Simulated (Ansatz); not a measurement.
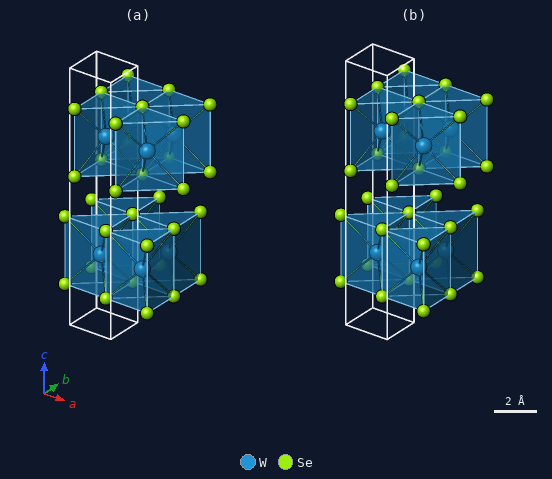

The structure of crystalline WSe₂ (built on the 2H (MoS2) bulk type) before (left) and after (right) a relaxation, at one scale.

Style: polyhedral. Shown: the cell of the calculation, repeated 2 × 2 × 1 with one cell outlined, slightly off an axis.

The calculation used DFT, r2SCAN+rVV10, plane waves, PAW in Ansatz.

The input:
```yaml
crystal:
  lattice:
    - [3.2787362194, 0.0, 0.0]
    - [-1.6393681097, 2.8394688583, 0.0]
    - [0.0, 0.0, 12.7914882998]
  atoms:
    - { symbol: W, position: [0.3333333333, 0.6666666667, 0.25] }
    - { symbol: W, position: [0.6666666667, 0.3333333333, 0.75] }
    - { symbol: Se, position: [0.6666666667, 0.3333333333, 0.3816771379] }
    - { symbol: Se, position: [0.6666666667, 0.3333333333, 0.1183228621] }
    - { symbol: Se, position: [0.3333333333, 0.6666666667, 0.8816771379] }
    - { symbol: Se, position: [0.3333333333, 0.6666666667, 0.6183228621] }
kpoints:
  mp_grid: { grid: [12, 12, 2] }
hamiltonian:
  xc: r2scan
  dispersion: rvv10
scf:
  occupations: { method: fermi_dirac, width: 0.02 }
relax:
  f_tol: 0.005
  cell: {}
```

Launched with:
```bash
ansatz run input.yaml --threads 2 --pin off --max-ram 20275MiB --backend cpu --events-out ev --progress --plain --runs-dir out
```

Question: What changed between the two?

Answer: The largest moves relative to the cell, 0.066 Å, are those of Se3, Se4, Se5 and Se6. Se3 goes along −c. W stays in place. Cell: a = b 3.279 → 3.300 Å (+0.6 %), c 12.791 → 13.149 Å (+2.8 %). Volume +4.1 %. The space group stays P6_3/mmc (No. 194). Over 3 accepted moves (5 points after the start) the energy falls by 6.5 meV per atom. Largest force component: 0.31 eV/Å at the start, 0.0014 eV/Å at the end. Pressure: 0.61 GPa at the start and 0.02 GPa at the end. The line search rejected the trial step at point 1 of the run. The SCF was repeated once at an unchanged geometry on a basis and grid sized afresh for the cell, which shifted the energy by 0.2 meV per atom at most. The run took 81 s on 2 threads of AMD EPYC 7R13 Processor (Zen 3), on a shared host, peak memory 1.1 GiB.
